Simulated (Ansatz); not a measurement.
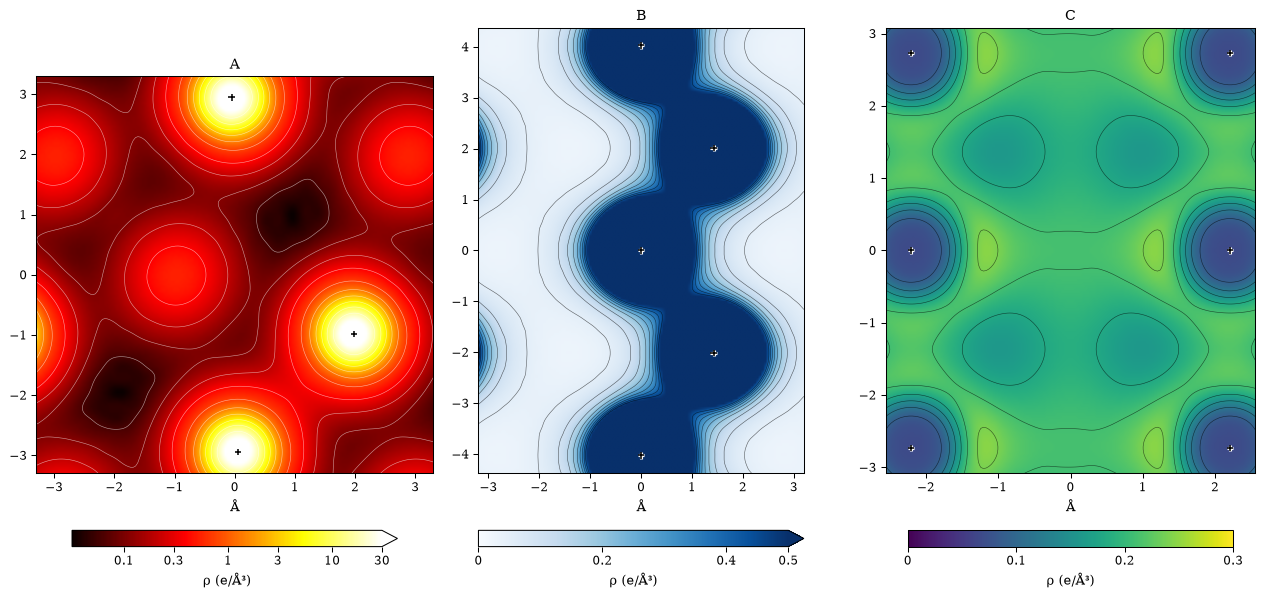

The valence electron density of 3 systems, each on a plane through atoms (crosses mark nuclei in the plane).

Level of theory: DFT, revPBE, plane waves (420 eV) with PAW, scalar-relativistic (Ansatz 0.2.0).

System 1: Rh, the (101) plane of the conventional cell. Space group Fd-3m; set up as Rh, diamond; a generated structure, not necessarily the stable one; changed on purpose from its base cell (volume × 1.08); computed pressure about −7 GPa in this cell; computed without spin polarisation.

```
Rh
1.0
     5.69318    0.00000    0.00000
     0.00000    5.69318    0.00000
     0.00000    0.00000    5.69318
Rh
8
Direct
  0.75000 0.25000 0.25000
  0.25000 0.75000 0.25000
  0.25000 0.25000 0.75000
  0.75000 0.75000 0.75000
  0.50000 0.00000 0.00000
  0.00000 0.50000 0.00000
  0.00000 0.00000 0.50000
  0.50000 0.50000 0.50000
```

System 2: Se, the (111) plane of the conventional cell. Space group P6/mmm; set up as Se, omega (AlB2-type); a generated structure, not necessarily the stable one; changed on purpose from its base cell (volume × 1.04); computed pressure about −2 GPa in this cell.

```
CELL_PARAMETERS angstrom
4.76851 0.00000 0.00000
-2.38426 4.12966 0.00000
0.00000 0.00000 3.46345
ATOMIC_POSITIONS crystal
Se 0.00000 0.00000 0.00000
Se 0.33333 0.66667 0.50000
Se 0.66667 0.33333 0.50000
```

System 3: Al, the (100) plane of the conventional cell. Space group P6/mmm; set up as Al, omega (AlB2-type); a generated structure, not necessarily the stable one; changed on purpose from its base cell (volume × 0.88); computed pressure about 11 GPa in this cell; computed without spin polarisation.

### Which map belongs to which system?

Panel A is system 2, Se: the plane holds Se. Se–Se (2.75 Å): ρ is about 0.33 e/Å³ halfway. Panel B is system 1, Rh: the plane holds Rh. Rh–Rh (2.47 Å): the density is about 0.58 e/Å³ at the midpoint. Panel C is system 3, Al: the plane holds Al. Al–Al (2.73 Å): the density is about 0.22 e/Å³ at the midpoint.
